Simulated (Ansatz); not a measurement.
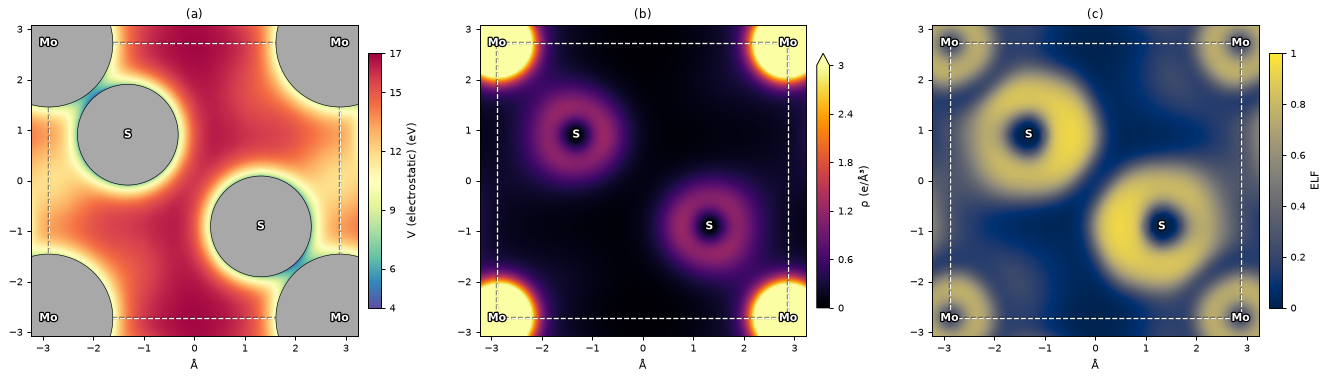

*MoS2. (a) electrostatic potential (local pseudopotential plus Hartree) felt by an electron; (b) valence charge density (pseudo); (c) electron localisation function on the (110) plane of the conventional cell. Grey discs cover the atomic cores in the potential map.*

Space group P-3m1; a structure from a database of computed crystals, not necessarily the ambient phase.

Computed with Ansatz, Kohn-Sham DFT of a periodic cell, LDA, Ansatz PAW.

In a PAW calculation such maps are meaningful between the atoms, not at the nuclei.

Q: Describe what can be read from this map.

A: The plane passes through Mo and S nuclei. Mo–S (2.40 Å): ρ at the midpoint is about 0.58 e/Å³; the ELF peaks at about 0.85 in the valence shell of S, 0.8 Å from its nucleus, and is about 0.40 at the midpoint. Between the atoms the lowest density in this plane is 0.02 e/Å³. The features right at Mo lie inside the PAW spheres, where the map follows smoothed inner orbitals and isn't to be read closely. Outside the cores the potential energy rises away from the atoms and is highest about 2.2 Å from the nearest atoms; its zero is arbitrary.

Q: Does the calculation give a band gap?

A: It is gapless in this calculation (a metal or semimetal); semilocal functionals without U, or without the true magnetic order, often close the gap of such compounds.
